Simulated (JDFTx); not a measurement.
Consider CdTe.

The calculation's input:

```
lattice \
    0.0000000000     6.0565722294     6.0565722294 \
    6.0565722294     0.0000000000     6.0565722294 \
    6.0565722294     6.0565722294     0.0000000000
coords-type Lattice
ion Te     0.7500000000     0.7500000000     0.7500000000 1
ion Cd     0.0000000000     0.0000000000     0.0000000000 1

ion-species pseudo/Te.upf
ion-species pseudo/Cd.upf
elec-cutoff 51 408
elec-ex-corr gga-PBEsol
kpoint-folding 7 7 7
elec-smearing Fermi 0.0018374661
elec-n-bands 25
electronic-SCF nIterations 100 energyDiffThreshold 1e-09
electronic-minimize nIterations 30 energyDiffThreshold 1e-7
converge-empty-states yes
forces-output-coords Cartesian

dump-name run.$VAR
dump End Ecomponents EigStats BandEigs Kpoints Forces Stress ElecDensity Dtot KEdensity
```

Command:

```sh
jdftx -c 1 -i CdTe.in -o CdTe.out
```

Below, planes, directions and counts refer to the conventional cell (a = 6.41 Å, b = 6.41 Å, c = 6.41 Å, α = 90.00°, β = 90.00°, γ = 90.00°).

Space group F-43m.

The calculation used JDFTx, Kohn-Sham DFT of a periodic cell, PBEsol, PseudoDojo-SR-PBEsol-0.4.1-standard.

> What can the converged electron localisation function tell about the bonding?

Cd–Te (2.78 Å): the ELF is about 0.50 at the midpoint.

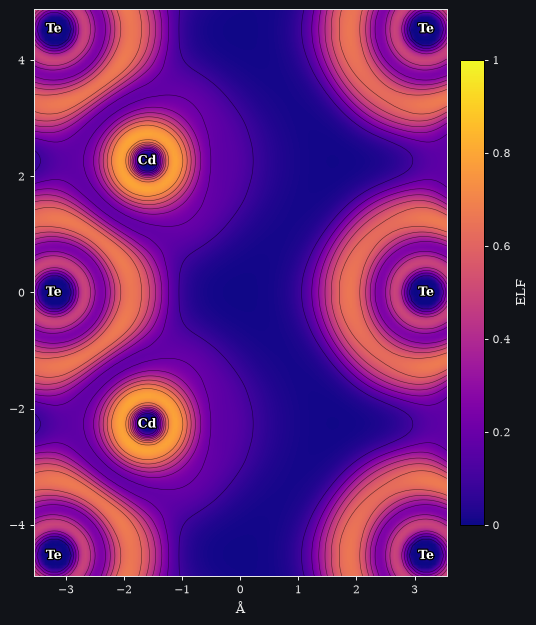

Computed electron localisation function on the (101) plane of the conventional cell. 

In a pseudopotential calculation such maps are meaningful between the atoms, not at the nuclei.
